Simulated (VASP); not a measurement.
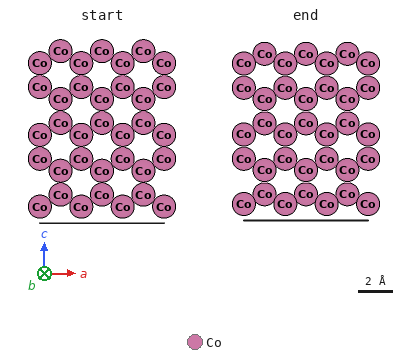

The structure of a slab of composition Co before (left) and after (right) a relaxation, at one scale.

Style: spheres-only. Shown: the 3 × 1 repeat of the cell, outlined in the plane, without the vacuum, along the b axis.

The run lets the atoms move in a fixed cell.

Theory: VASP, Kohn-Sham DFT of a periodic cell, PBE, VASP PAW PBE potentials, recommended.

Input
```
SYSTEM = Co
PREC = Accurate
ENCUT = 400
EDIFF = 1E-6
ISMEAR = -1
SIGMA = 0.05
LREAL = .FALSE.
LASPH = .TRUE.
NELM = 150
ALGO = Normal
ISIF = 2
LWAVE = .FALSE.
LCHARG = .FALSE.
ISPIN = 2
MAGMOM = 2 2 2 2 2 2 2 2 2 2
LORBIT = 11
LMAXMIX = 4
GGA = PE
IBRION = 2
NSW = 60
EDIFFG = -0.005
```

Command:
```bash
cat potpaw_PBE.64/Co/POTCAR > POTCAR
mpirun -np 1 vasp_std > vasp.out
```

What changed between the two?

The largest moves relative to the layer's centre, 0.16 Å, are those of Co atoms. The lattice vectors keep their values. Among the contacts that change: Co–Co 2.507 → 2.409 Å, Co–Co 2.497 → 2.461 Å, Co–Co 2.507 → 2.488 Å, Co–Co 2.497 → 2.510 Å. After 14 geometry steps the energy has fallen by 94.5 meV per cell of the calculation. The largest force component goes from 0.67 to 0.0026 eV/Å. It ran on 1 thread of Intel(R) Xeon(R) 6975P-C (Granite Rapids), on a shared host.

Limits of the set-up: only the magnetic order of this start and cell was tried (total moment 16.9 μB per cell).
